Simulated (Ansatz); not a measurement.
# Run report: Ta5As4, single-point calculation

Ta5As4 (I4/m, 9 atoms in the cell), computed with DFT with PBEsol, PAW plane waves, no spin polarisation (Ansatz 0.2.0).

The structure derives from an entry of the Crystallography Open Database. Figures and captions count atoms from 1; the log counts them from 0 in places.

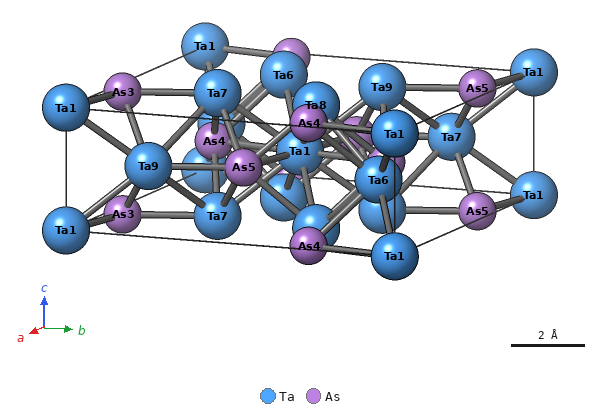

**Figure 1.** The structure (ball-and-stick view of the cell 2 times as large as that of the calculation, set on its symmetry axes, seen slightly off an axis; atoms are numbered from 1 in the order of the input).

Input file:
```yaml
crystal:
  lattice:
    - [0.0, 0.0, 3.439185]
    - [4.912441, -4.912441, 1.719593]
    - [4.912441, 4.912441, -1.719593]
  atoms:
    - { symbol: Ta, position: [0.0, 0.0, 0.0] }
    - { symbol: As, position: [0.284, 0.7678, 0.3358] }
    - { symbol: As, position: [0.0518, 0.6642, 0.7678] }
    - { symbol: As, position: [0.716, 0.2322, 0.6642] }
    - { symbol: As, position: [0.9482, 0.3358, 0.2322] }
    - { symbol: Ta, position: [0.3682, 0.9368, 0.6732] }
    - { symbol: Ta, position: [0.305, 0.3268, 0.9368] }
    - { symbol: Ta, position: [0.6318, 0.0632, 0.3268] }
    - { symbol: Ta, position: [0.695, 0.6732, 0.0632] }
  symmetry: { tolerance: 0.0003 }
kpoints:
  mp_grid: { grid: [6, 6, 6], shift: [0, 0, 0] }
magnetization:
  spin_polarized: false
scf:
  occupations: { method: fermi_dirac }
hamiltonian:
  pseudopotentials: { kind: paw }
  xc: pbesol
basis:
  ecutwfc: 420
output:
  forces: true
  stress: true
  eigenvalues: true
  write_density: true
  write_potential: true
  elf: true
  volumetric_format: npy
```

Run on 1 thread of an x86-64 CPU, shared host.

Launched with:
```bash
ansatz run input.yaml --threads 1 --pin off --max-ram 2560MiB --backend cpu --events-out ev --progress --plain --runs-dir out
```

What the program printed:
```
Engine: ansatz 0.2.0, x86_64-unknown-linux-gnu
Pseudopotentials: kind: paw
Pseudopotential: Ta, paw, valence charge 13, recommended cutoff 420 eV (normal), Ta.paw.azcp
Pseudopotential: As, paw, valence charge 15, recommended cutoff 420 eV (normal), As.paw.azcp
Functional definition: PBEsol
  exchange = pbesol_x
  correlation = pbesol_c
Crystal: 9 atoms, lattice volume = 165.989 Å³
Basis set: ecut = 420 eV, 3265 PW (Γ), exchange–correlation on 48×96×96 points (8 copies of the dense FFT grid, shifted against one another)
Bands: 75, of which v1, the nominal top of the filled ones, is band 63 counted from 1 (62 counted from 0)
Symmetry: 8 space group operations
Space group: I4/m (ITA 87), of the structure as read, at distance tolerance 1.6e-3 Å
k-points: 36 of 216
Non-local potential: Ta, projectors of the file, l = 0: 3, l = 1: 2, l = 2: 2, l = 3: 1
Non-local potential: As, projectors of the file, l = 0: 2, l = 1: 2, l = 2: 3, l = 3: 1
PAW form: soft (Blöchl's): semilocal exchange-correlation on the pseudo side does not see the compensation charge
PAW frozen core: Ta, regenerated for the run's functional, and the local potential with it (the file was generated under x = pbe(κ = 0.804, μ = 0.2195149727645171), c = pbe(β = 0.06672455060314922))
PAW frozen core: As, regenerated for the run's functional, and the local potential with it (the file was generated under x = pbe(κ = 0.804, μ = 0.2195149727645171), c = pbe(β = 0.06672455060314922))
PAW one-centre angular grid: Ta, 590 points (default); XC on 64 Gauss nodes
PAW one-centre angular grid: As, 590 points (default); XC on 64 Gauss nodes
Initial density: superposition of atomic densities (neutral atoms: chi_scale 0, normalization atom), corrected by the library's trained network
Initial wavefunctions: pseudopotential atomic-orbital guess
Functional: x = pbesol(κ = 0.804, μ = 0.12345679012345678), c = pbesol(β = 0.046)
SCF iter   1: F=—  HF=-68289.646895 eV  |F-HF|=—  |Δ(HF+E_count)|=         —  Δρ=3.05e-3  dr2=1.21e-2  ethr=1.77e-3  ⟨swp⟩=5.8  Hψ=9903  notcnv=0
preconditioner: auto → LDOS  [metal: Δε(μ)=0.025 eV  Ē_g=6.856 eV  σ=0.100 eV  W_gap=0.06  n_scr=48 (ndim 8)  ℏωp=19.3 eV  f_vac=0.027  D(μ)=3.63/eV (n_scr^D=20)  β→1.0]
SCF iter   2: F=—  HF=-68289.647215 eV  |F-HF|=—  |Δ(HF+E_count)|=   3.20e-4  Δρ=1.02e-3  dr2=4.14e-3  ethr=9.71e-6  ⟨swp⟩=2.0  Hψ=5318  notcnv=0
SCF iter   3: F=—  HF=-68289.645385 eV  |F-HF|=—  |Δ(HF+E_count)|=   1.83e-3  Δρ=3.42e-4  dr2=3.69e-4  ethr=3.31e-6  ⟨swp⟩=2.0  Hψ=4747  notcnv=0
SCF iter   4: F=—  HF=-68289.645273 eV  |F-HF|=—  |Δ(HF+E_count)|=   1.12e-4  Δρ=6.68e-5  dr2=9.53e-6  ethr=2.95e-7  ⟨swp⟩=2.0  Hψ=4746  notcnv=0
SCF iter   5: F=—  HF=-68289.645316 eV  |F-HF|=—  |Δ(HF+E_count)|=   4.34e-5  Δρ=1.33e-5  dr2=6.60e-7  ethr=7.62e-9  ⟨swp⟩=2.0  Hψ=4759  notcnv=0
SCF iter   6: F=-68289.645316 eV  HF=-68289.645316 eV  |F-HF|=6.58e-9  |Δ(HF+E_count)|=   4.27e-8  Δρ=3.66e-6  dr2=1.93e-8  ethr=8.00e-11  ⟨swp⟩=12.9  Hψ=18820  notcnv=0
SCF 1 converged in 6 iterations: F = -68289.645316 eV  dr2 = 1.93e-8
  greatest PAW one-centre occupation: 1.000 electrons in one spin orbital (limit 2), on the Ta atom at site 0 (counted from 0), in its partial waves of l = 0
```

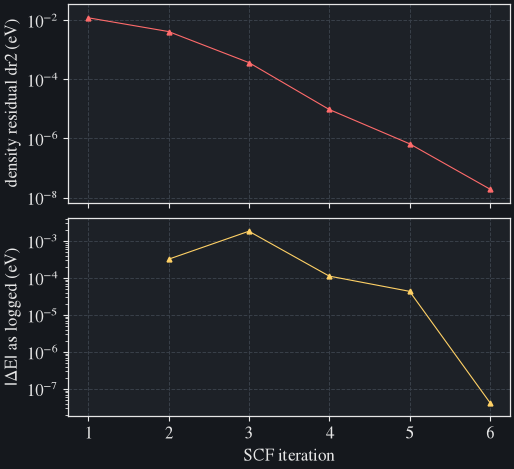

**Figure 2.** Convergence of the self-consistent field: density residual dr2 and size of the energy change against the SCF iteration. The residual falls at every step.

```
SCF converged after 6 iterations
Free energy (F): -68289.645316 eV
Harris-Foulkes:  -68289.645316 eV  (|F-HF|=6.58e-9)
Internal energy: -68289.526877 eV  (E = F + TS)
E sigma→0 (E₀):  -68289.586097 eV
Entropy (-TS):   -0.118439 eV (-13.160 meV/atom)
Fermi energy:    15.700484 eV
--- Per-component energies (eV) ---
  E_band       = -1356.631979
  E_kinetic    = 2252.321861
  E_local      = -9698.600014  (includes V_loc(G=0)·N_el)
  E_nonlocal   = -2584.505576
  E_hartree    = 4837.442915
  E_xc         = -1404.496250
  E_vxc        = -1342.542996  (∫ρ·V_xc dr)
  E_paw        = -48538.569131  (= ΣΔE_a)
  E_vpaw       = 341.805513  (= ΣTr[D̂ρ^β])
  E_aug_tail   = 0.000752  (compensation charges beyond the density's cutoff)
  E_ewald      = -13158.055381
  E_core_change = 4.933947  (= ΣΔE_core)
  E_smearing   = -0.118439  (= −TS)
  E_closure    = 0.000000  (closes the sum)
  Σ components = -68289.645316   (vs F -68289.645316, Δ=0.00e0)
--- Forces (eV/Å), atoms counted from 1 ---
  atom   1  Ta     0.00000000     0.00000000     0.00000000
  atom   2  As     0.04222733    -0.02758976     0.00000000
  atom   3  As     0.02758976     0.04222733    -0.00000000
  atom   4  As    -0.04222733     0.02758976    -0.00000000
  atom   5  As    -0.02758976    -0.04222733     0.00000000
  atom   6  Ta     0.14152292     0.01553259    -0.00000000
  atom   7  Ta    -0.01553259     0.14152292    -0.00000001
  atom   8  Ta    -0.14152292    -0.01553259     0.00000000
  atom   9  Ta     0.01553259    -0.14152292     0.00000001
  max |Σ_I F_I| component: 2.78e-17 eV/Å
--- Stress (GPa, compression-positive) ---
       -2.408430       0.000000      -0.000000
       -0.000000      -2.408430      -0.000000
        0.000000      -0.000000      -3.894282
  P = ⅓ Tr σ = -2.9037 GPa (-29.037 kbar)
--- Band table (eV; the first three rows and the last of 36) ---
  k-point 0: bands = ["-52.0706", "-52.0566", "-52.0419", "-52.0419", "-51.6378", "-19.7436", "-19.7396", "-19.7392", "-19.7392", "-19.7387", "-19.7382", "-19.7382", "-19.7354", "-19.7209", "-19.7162", "-19.7120", "-19.7120", "-19.7091", "-19.7091", "-19.7074", "-19.7048", "-19.7047", "-19.6957", "-19.6927", "-19.6927", "-18.7952", "-18.7882", "-18.7882", "-18.7076", "-18.5832", "-18.5823", "-18.5823", "-18.5737", "-18.5737", "-18.5657", "-18.5100", "-18.4768", "-18.0154", "-18.0154", "-17.9526", "2.6301", "4.2273", "4.2273", "4.8834", "8.8661", "9.6569", "10.3386", "10.3386", "11.9375", "12.9302", "12.9617", "13.1133", "13.1133", "13.5139", "13.5398", "13.5398", "14.5413", "14.5413", "14.5797", "14.9959", "15.2209", "15.2209", "15.2777", "16.2709", "16.9943", "17.0733", "17.8311", "18.5305", "18.5305", "18.7794", "18.7798", "18.7798", "18.8568", "19.0998", "19.3352"]
  k-point 1: bands = ["-52.0698", "-52.0574", "-52.0419", "-52.0419", "-51.6378", "-19.7442", "-19.7399", "-19.7396", "-19.7393", "-19.7392", "-19.7386", "-19.7374", "-19.7353", "-19.7205", "-19.7165", "-19.7118", "-19.7117", "-19.7110", "-19.7100", "-19.7052", "-19.7045", "-19.7035", "-19.6964", "-19.6926", "-19.6924", "-18.8253", "-18.7891", "-18.7690", "-18.6979", "-18.6130", "-18.6027", "-18.5824", "-18.5743", "-18.5592", "-18.5494", "-18.4784", "-18.4699", "-18.0301", "-18.0153", "-17.9541", "2.7094", "4.0701", "4.2707", "4.8525", "8.9778", "9.6590", "10.2248", "10.5839", "11.8969", "12.6804", "12.9416", "13.0589", "13.3427", "13.4803", "13.5488", "13.6143", "14.1485", "14.4244", "14.7931", "15.0130", "15.2818", "15.2977", "15.5118", "16.3572", "16.9836", "16.9866", "17.5270", "17.8932", "18.3185", "18.4622", "18.6462", "18.8019", "19.0751", "19.1205", "19.4392"]
  k-point 2: bands = ["-52.0676", "-52.0595", "-52.0421", "-52.0419", "-51.6378", "-19.7453", "-19.7405", "-19.7404", "-19.7395", "-19.7394", "-19.7394", "-19.7368", "-19.7352", "-19.7194", "-19.7172", "-19.7127", "-19.7113", "-19.7112", "-19.7112", "-19.7036", "-19.7030", "-19.7019", "-19.6978", "-19.6926", "-19.6921", "-18.8559", "-18.7903", "-18.7522", "-18.6848", "-18.6341", "-18.6339", "-18.5825", "-18.5752", "-18.5546", "-18.5200", "-18.4838", "-18.4055", "-18.0647", "-18.0153", "-17.9571", "2.9353", "3.7113", "4.3921", "4.7386", "9.2226", "9.7440", "9.9785", "11.0988", "11.8969", "12.3120", "12.7982", "13.0023", "13.3236", "13.3279", "13.5434", "13.7621", "14.1180", "14.3216", "14.8805", "14.9225", "15.5244", "15.5592", "15.6867", "16.6368", "16.7662", "16.9498", "17.0417", "17.1331", "17.9895", "18.3531", "18.6682", "18.8836", "18.8933", "19.2067", "19.4104"]
  k-point 35: bands = ["-52.0515", "-52.0471", "-52.0471", "-52.0426", "-51.6387", "-19.7553", "-19.7552", "-19.7535", "-19.7513", "-19.7413", "-19.7365", "-19.7362", "-19.7302", "-19.7246", "-19.7176", "-19.7174", "-19.7151", "-19.7108", "-19.7103", "-19.7060", "-19.7038", "-19.6938", "-19.6922", "-19.6922", "-19.6910", "-18.8741", "-18.8640", "-18.8181", "-18.7519", "-18.7025", "-18.6805", "-18.6476", "-18.6445", "-18.5542", "-18.4584", "-18.4575", "-18.3947", "-18.1227", "-18.1210", "-17.9164", "4.5364", "4.8861", "4.9360", "4.9384", "9.3620", "10.0202", "10.0530", "11.2703", "11.3587", "11.8241", "12.0251", "12.3116", "12.3424", "12.7898", "13.0413", "13.1433", "13.5884", "13.6537", "13.7600", "14.5268", "14.8366", "15.0828", "15.2290", "16.3502", "16.7789", "18.2882", "18.4739", "18.6207", "18.8468", "19.0523", "19.1750", "19.2137", "19.3053", "19.3913", "19.7294"]
```

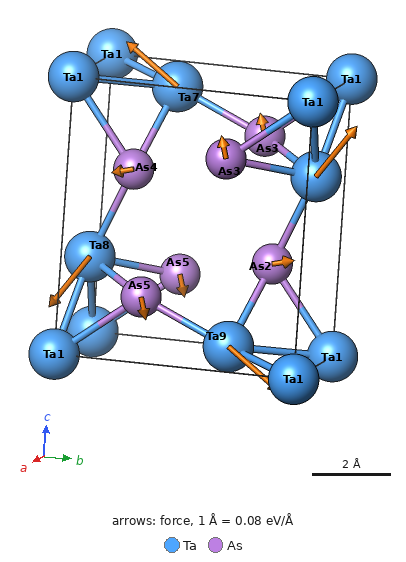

**Figure 3.** Forces on the atoms as orange arrows (ball-and-stick view of the cell of the calculation, seen slightly off an axis; atoms are numbered from 1 in the order of the input). The largest act on Ta6, Ta7, Ta8, Ta9 (0.14 eV/Å); all 4 As atoms (0.05 eV/Å). The geometry is not a stationary point of this energy.

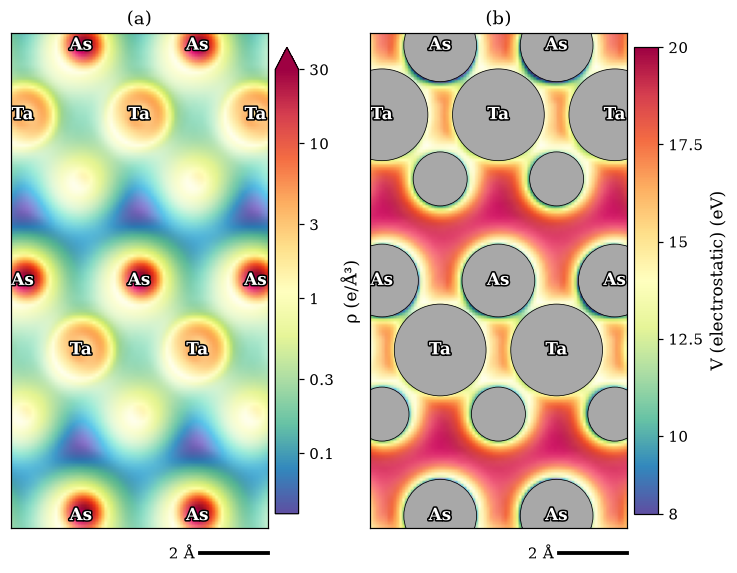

**Figure 4.** (a) valence charge density (pseudo); (b) electrostatic potential energy of an electron on the (110) plane of the conventional cell. Grey discs, where drawn, cover atomic cores. The plane passes through As and Ta nuclei. Ta–As (2.68 Å): ρ at the midpoint is about 0.36 e/Å³. Away from the nuclei the density in this plane falls to 0.04 e/Å³ at its lowest. Outside the cores the potential energy rises away from the atoms and is highest about 2.1 Å from the nearest atoms; outside the discs it spans about 11 eV, and its zero is arbitrary. The fields are those of the smooth PAW valence density.

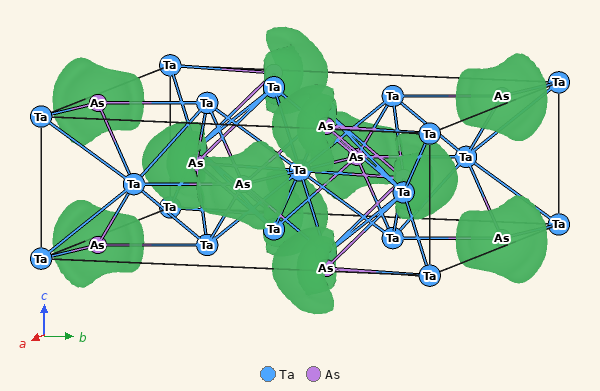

**Figure 5.** Isosurface of the electron localisation function at 0.65 (green), seen slightly off an axis. Only the valence region is drawn (cores and ρ < 0.01 e/Å³ removed). Sticks mark near contacts. The outline is the cell set on symmetry axes. Along the contacts the grid gives the following. Ta–As (2.62 Å): the ELF is about 0.35 at the midpoint; no shared pair; the contact is polar. Ta–Ta (2.88 Å): the ELF is about 0.40 at the midpoint (no localised pair between them).

Key numbers:

| quantity | value |
| --- | --- |
| outcome | converged |
| space group (tolerance 0.01 Å) | I4/m (87) |
| electrons treated | 125 |
| free energy | −68289.6453 eV |
| Fermi energy | 15.700 eV |
| pressure | −2.90 GPa |
| largest force (length of the vector) | 0.142 eV/Å |
| wall time | 27 s |
| peak memory | 0.65 GiB |

Notes:

Spin–orbit coupling is left out, which matters for Ta.
